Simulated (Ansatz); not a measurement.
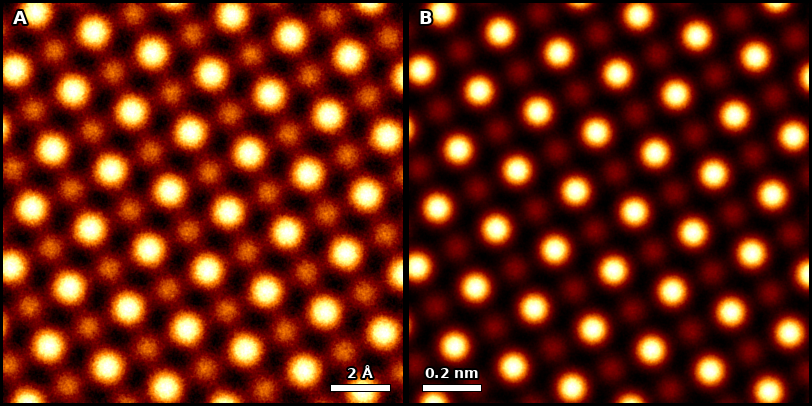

Two simulated images of the same area of SiC (F-43m, No. 216) along [001], with a probe of 0.84 Å. One is incoherent Z contrast (Z^1.6 per atom), the other the projected potential of neutral atoms blurred by the probe (iDPC-like, thin sample). Brightness is counted from the darkest point of the image. Shot noise was added. Atomic positions: the end point of a relaxation with Ansatz 0.2.0, DFT PBEsol, scalar-relativistic, plane waves, PAW.

Which panel is which, and how can one tell?

B is the Z-contrast image and A the potential image. The columns of 1 C per repeat reach about 23 % of the brightest peak (1 Si) in B but about 44 % in A, mainly since the potential grows much more slowly with atomic number.
